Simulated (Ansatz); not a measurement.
Consider PbO.

Input file:

```
crystal:
  lattice:
    - [3.5678723414, 0.0, 0.0]
    - [-1.7839361707, 3.0898680851, 0.0]
    - [0.0, 0.0, 3.295113484]
  atoms:
    - { symbol: Pb, position: [0.0, 0.0, 0.0] }
    - { symbol: O, position: [0.6666666667, 0.3333333333, 0.5] }
basis:
  ecutwfc: 420
  ecutrho_ratio: 4
kpoints:
  mp_grid: { grid: [12, 12, 10] }
hamiltonian:
  xc: pbe
scf:
  occupations: { method: gaussian, width: 0.05 }
output:
  forces: true
  stress: true
  eigenvalues: true
  populations: true
  dos: { projected: true, de: 0.02 }
  write_density: true
  write_potential: true
  elf: true
  volumetric_format: npy
magnetization:
  noncollinear: true
  spin_orbit: true
```

Command:

```sh
ansatz run input.yaml --threads 2 --pin off --max-ram 2662MiB --backend cpu --events-out ev --progress --plain --runs-dir out
```

Below, planes, directions and counts refer to the conventional cell (a = 3.57 Å, b = 3.57 Å, c = 3.30 Å, α = 90.00°, β = 90.00°, γ = 120.00°).

Space group P-6m2; started from the WC prototype, which need not be the ambient phase.

Level of theory: DFT PBE, spin-orbit coupling, plane waves, PAW (Ansatz).

Q: Predict the valence pseudo-density and electron localisation function between the atoms.

A: Pb–O (2.64 Å): the density is about 0.26 e/Å³ at the midpoint; the ELF is about 0.15 at the midpoint (no localised pair shows between them).

Q: Metal or insulator at this level of theory?

A: It is gapless in this calculation (a metal or semimetal).

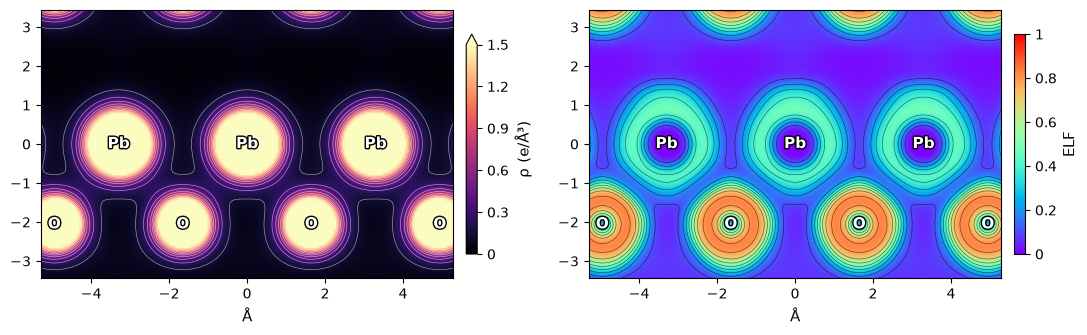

Computed valence pseudo-density and electron localisation function on the (110) plane of the conventional cell, in this order. 

The density is the valence pseudo-density of a PAW calculation; it isn't the true density close to the nuclei.
